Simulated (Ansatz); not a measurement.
## Se: single-point calculation

Se (P2₁2₁2, 4 atoms in the cell), computed with DFT PBE, scalar-relativistic, plane waves, PAW, no spin polarisation (Ansatz 0.2.0).

The structure derives from a Materials Project entry. It belongs to a series of runs on one base structure; here: ecut: 200 eV. Figures and captions count atoms from 1; the log counts them from 0 in places.

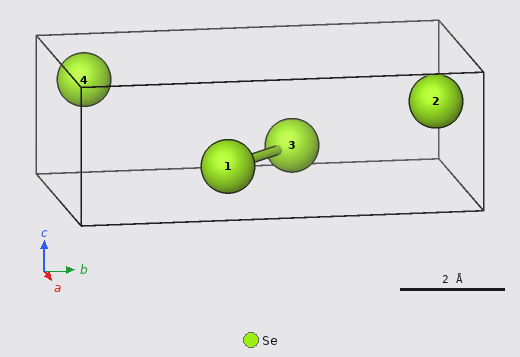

Fig. 1: The input geometry (ball-and-stick view of the cell of the calculation, seen slightly off an axis; atoms are numbered from 1 in the order of the input). Near neighbours in the crystal (not all of them lie inside the picture): Se has 3 Se at 2.31 to 2.74 Å.

Input:
```yaml
crystal:
  lattice:
    - [4.8681583976, 0.0, 0.0]
    - [0.0, 7.90932954, 0.0]
    - [0.0, 0.0, 2.7402019956]
  atoms:
    - { symbol: Se, position: [0.6740806, 0.40104581, 0.2638364] }
    - { symbol: Se, position: [0.8259194, 0.90104581, 0.7361636] }
    - { symbol: Se, position: [0.3259194, 0.59895419, 0.2638364] }
    - { symbol: Se, position: [0.1740806, 0.09895419, 0.7361636] }
basis:
  ecutwfc: 200
kpoints:
  mp_grid: { grid: [10, 6, 16] }
hamiltonian:
  xc: pbe
scf:
  occupations: { method: gaussian, width: 0.1 }
output:
  forces: true
  stress: true
  eigenvalues: true
```

Run on 2 threads of an x86-64 CPU, shared host.

What the program printed:
```
Warning: basis.ecutwfc = 200 eV is below the records' recommended 420 eV, and the density's cutoff is lower with it unless basis.ecutrho_ratio is high enough to keep the records' density cutoff: compare with a run at a higher cutoff
Engine: ansatz 0.2.0, x86_64-unknown-linux-gnu
Pseudopotentials: kind: paw
Pseudopotential: Se, paw, valence charge 16, recommended cutoff 420 eV (normal), Se.paw.azcp
Functional definition: PBE
  parameter kappa = 0.804
  parameter beta = 0.06672455060314922
  exchange = pbe_x(kappa = kappa, mu = beta*pi^2/3)
  correlation = pbe_c(beta = beta)
Crystal: 4 atoms, lattice volume = 105.508 Å³
Basis set: ecut = 200 eV, 683 PW (Γ), exchange–correlation on 48×80×30 points (8 copies of the dense FFT grid, shifted against one another)
Bands: 39, of which v1, the nominal top of the filled ones, is band 32 counted from 1 (31 counted from 0)
Symmetry: 4 space group operations
Space group: P21212 (ITA 18), of the structure as read, at distance tolerance 4.7e-5 Å
k-points: 216 of 960 (time reversal used)
Non-local potential: Se, projectors of the file, l = 0: 2, l = 1: 2, l = 2: 3, l = 3: 1
PAW form: soft (Blöchl's): semilocal exchange-correlation on the pseudo side does not see the compensation charge
PAW one-centre angular grid: Se, 590 points (default); XC on 64 Gauss nodes
Initial density: superposition of atomic densities (neutral atoms: chi_scale 0, normalization atom), corrected by the library's trained network
Initial wavefunctions: pseudopotential atomic-orbital guess
Functional: x = pbe(κ = 0.804, μ = 0.2195149727645171), c = pbe(β = 0.06672455060314922)
SCF iter   1: F=—  HF=-21866.274478 eV  |F-HF|=—  |Δ(HF+E_count)|=         —  Δρ=9.65e-3  dr2=4.73e-2  ethr=1.77e-3  ⟨swp⟩=5.9  Hψ=29915  notcnv=0  defer=7
preconditioner: auto → LDOS  [metal: Δε(μ)=0.006 eV  Ē_g=10.650 eV  σ=0.100 eV  W_gap=0.03  n_scr=22 (ndim 8)  ℏωp=17.7 eV  f_vac=0.084  D(μ)=1.42/eV (n_scr^D=8)  β→1.0]
SCF iter   2: F=—  HF=-21864.314417 eV  |F-HF|=—  |Δ(HF+E_count)|=    1.96e0  Δρ=1.68e-2  dr2=3.31e-1  ethr=7.39e-5  ⟨swp⟩=3.0  Hψ=25826  notcnv=0  defer=496
SCF iter   3: F=—  HF=-21863.885778 eV  |F-HF|=—  |Δ(HF+E_count)|=   4.29e-1  Δρ=2.54e-3  dr2=9.22e-3  ethr=7.39e-5  ⟨swp⟩=2.1  Hψ=15885  notcnv=0  defer=496
SCF iter   4: F=—  HF=-21863.882689 eV  |F-HF|=—  |Δ(HF+E_count)|=   3.09e-3  Δρ=8.89e-4  dr2=1.81e-3  ethr=1.44e-5  ⟨swp⟩=2.8  Hψ=15061  notcnv=0  defer=496
SCF iter   5: F=—  HF=-21863.882014 eV  |F-HF|=—  |Δ(HF+E_count)|=   6.75e-4  Δρ=1.99e-4  dr2=1.86e-5  ethr=2.82e-6  ⟨swp⟩=2.0  Hψ=10240  notcnv=0  defer=496
SCF iter   6: F=—  HF=-21863.882022 eV  |F-HF|=—  |Δ(HF+E_count)|=   8.12e-6  Δρ=2.97e-5  dr2=5.57e-7  ethr=2.90e-8  ⟨swp⟩=2.0  Hψ=10982  notcnv=0  defer=496
SCF iter   7: F=-21863.882023 eV  HF=-21863.882023 eV  |F-HF|=1.14e-8  |Δ(HF+E_count)|=   1.25e-6  Δρ=3.96e-6  dr2=1.59e-8  ethr=1.56e-10  ⟨swp⟩=8.8  Hψ=32450  notcnv=0
SCF 1 converged in 7 iterations: F = -21863.882023 eV  dr2 = 1.59e-8
  greatest PAW one-centre occupation: 0.999 electrons in one spin orbital (limit 2), on the Se atom at site 3 (counted from 0), in its partial waves of l = 2
```

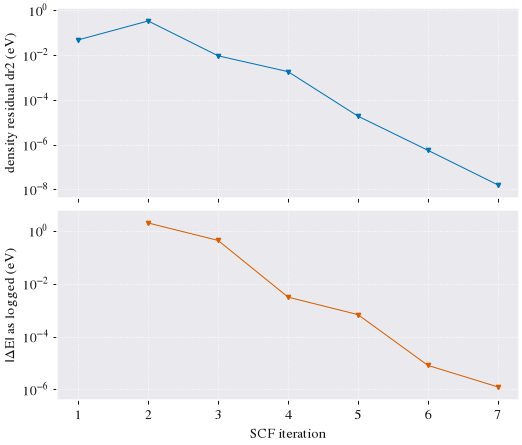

Fig. 2: Convergence of the self-consistent field: density residual dr2 and size of the energy change against the SCF iteration. The residual comes down, with one marked jump up, by a factor of about 7, at step 2.

```
SCF converged after 7 iterations
Free energy (F): -21863.882023 eV
Harris-Foulkes:  -21863.882023 eV  (|F-HF|=1.14e-8)
Internal energy: -21863.874877 eV  (E = F + TS)
E sigma→0 (E₀):  -21863.878450 eV
Entropy (-TS):   -0.007147 eV (-1.787 meV/atom)
Fermi energy:    7.320032 eV
--- Per-component energies (eV) ---
  E_band       = -1749.137394
  E_kinetic    = 484.418805
  E_local      = -10180.362582  (includes V_loc(G=0)·N_el)
  E_nonlocal   = -2240.767723
  E_hartree    = 5006.577912
  E_xc         = -418.482445
  E_vxc        = -393.955786  (∫ρ·V_xc dr)
  E_paw        = -7780.693586  (= ΣΔE_a)
  E_vpaw       = 568.468699  (= ΣTr[D̂ρ^β])
  E_aug_tail   = -0.087459  (compensation charges beyond the density's cutoff)
  E_ewald      = -6734.477797
  E_smearing   = -0.007147  (= −TS)
  E_closure    = 0.000000  (closes the sum)
  Σ components = -21863.882023   (vs F -21863.882023, Δ=0.00e0)
--- Forces (eV/Å), atoms counted from 1 ---
  atom   1  Se     0.42213075    -0.45206258    -0.01443089
  atom   2  Se    -0.42213075    -0.45206258     0.01443089
  atom   3  Se    -0.42213075     0.45206258    -0.01443089
  atom   4  Se     0.42213075     0.45206258     0.01443089
  max |Σ_I F_I| component: 5.55e-17 eV/Å
--- Stress (GPa, compression-positive) ---
        2.845737       0.000000       0.000000
        0.000000       2.617475       0.000000
        0.000000       0.000000      -0.904639
  P = ⅓ Tr σ = 1.5195 GPa (15.195 kbar)
--- Band table (eV; the first three rows and the last of 216) ---
  k-point 0: bands = ["-44.3946", "-44.3676", "-44.3450", "-44.3267", "-44.3111", "-44.2815", "-44.2751", "-44.2552", "-44.2118", "-44.1980", "-44.1933", "-44.1502", "-44.1318", "-44.1143", "-44.0850", "-44.0835", "-44.0790", "-44.0689", "-44.0659", "-44.0437", "-8.8575", "-8.4458", "-5.7150", "-5.1314", "1.8774", "1.9879", "3.2857", "4.1015", "4.7030", "5.3906", "8.6615", "9.0247", "9.4742", "9.8013", "11.6225", "11.9405", "12.3022", "13.0901", "14.0667"]
  k-point 1: bands = ["-44.3913", "-44.3469", "-44.3464", "-44.3366", "-44.3169", "-44.3111", "-44.2912", "-44.2696", "-44.2312", "-44.2034", "-44.1880", "-44.1413", "-44.1328", "-44.1163", "-44.1153", "-44.1118", "-44.0762", "-44.0578", "-44.0555", "-44.0192", "-8.7960", "-8.3871", "-5.6509", "-5.0709", "1.9287", "2.0439", "3.3474", "4.1594", "4.7639", "5.4472", "8.7073", "8.8312", "9.0738", "9.1968", "11.0796", "11.4237", "12.3751", "13.1588", "14.1517"]
  k-point 2: bands = ["-44.3621", "-44.3525", "-44.3206", "-44.3186", "-44.3108", "-44.2799", "-44.2645", "-44.2106", "-44.2097", "-44.1831", "-44.1753", "-44.1339", "-44.1062", "-44.0932", "-44.0923", "-44.0743", "-44.0415", "-44.0394", "-44.0298", "-44.0264", "-8.6147", "-8.2121", "-5.4588", "-4.8883", "2.0799", "2.2084", "3.5322", "4.3308", "4.9430", "5.6140", "7.4061", "7.8327", "8.8038", "9.2155", "9.8552", "10.1982", "12.5986", "13.3542", "14.3378"]
  k-point 215: bands = ["-44.3921", "-44.3921", "-44.3667", "-44.3667", "-44.3157", "-44.3157", "-44.2847", "-44.2847", "-44.2134", "-44.2134", "-44.1450", "-44.1450", "-44.1326", "-44.1326", "-44.1156", "-44.1156", "-44.1104", "-44.1104", "-44.0297", "-44.0297", "-6.2559", "-6.2559", "-3.1876", "-3.1876", "0.8737", "0.8737", "2.8234", "2.8234", "4.0932", "4.0932", "5.2063", "5.2063", "8.2271", "8.2271", "10.1677", "10.1677", "13.2922", "13.2922", "13.4811"]
```

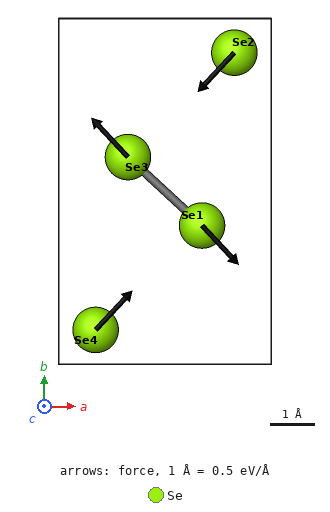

Fig. 3: Forces on the atoms as black arrows (ball-and-stick view of the cell of the calculation, along the c axis; atoms are numbered from 1 in the order of the input). The largest act on all 4 Se atoms (0.62 eV/Å). The geometry is not a stationary point of this energy.

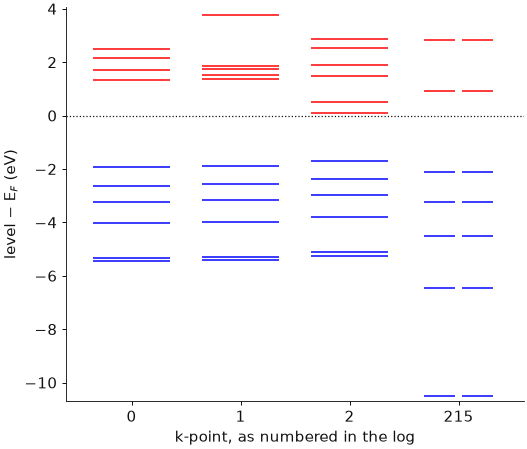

Fig. 4: Kohn–Sham levels near the Fermi level (dotted) at the few k-points that the log prints; levels within 0.02 eV of each other stand side by side. The system is metallic on the full mesh.

Results in brief:

| quantity | value |
| --- | --- |
| outcome | converged |
| space group (tolerance 0.01 Å) | P2₁2₁2 (18) |
| electrons treated | 64 |
| free energy | −21863.8820 eV |
| Fermi energy | 7.320 eV |
| gap on the k-point mesh | none (metallic) |
| pressure | 1.52 GPa |
| largest force (length of the vector) | 0.619 eV/Å |
| wall time | 6.9 s (CPU time 14 s) |
| peak memory | 0.58 GiB |

The program warns: the cutoff is below the recommended one.
